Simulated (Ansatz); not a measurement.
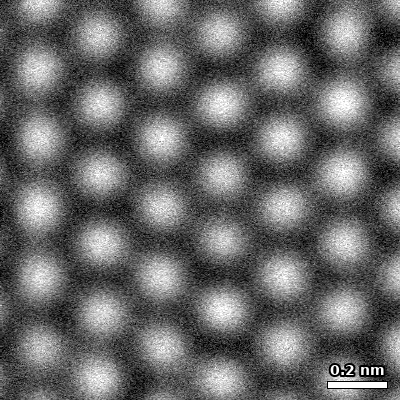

Phase-contrast TEM-like image of Ni (P6_3/mmc, No. 194) along [001]. Simulated in the weak-phase-object approximation with neutral-atom potentials: 200 kV, Cs = 0.60 mm, defocus −465 Å (negative is underfocus), defocus spread 40 Å, aperture 0.49 1/Å. Shot noise, a slight drift and the speckle of an amorphous layer were added. Structure: the geometry given to an electronic-structure calculation, possibly off equilibrium; the starting structure was generated, so it need not be a known form of this composition.

What point resolution do these settings give, and which lattice spacings pass?

Answer. About 2.1 Å (0.66 |Cs|^(1/4) λ^(3/4) with λ = 0.0251 Å). The spacings that carry visible contrast are {100} at 2.09 Å. Columns 1.40 Å apart are closer than that and merge.

Do the atom columns appear dark or bright, and why?

Answer. Dark. With positive Cs and underfocus sin χ is negative over the pass band, so the strongest columns (Ni) come out darker than the background.
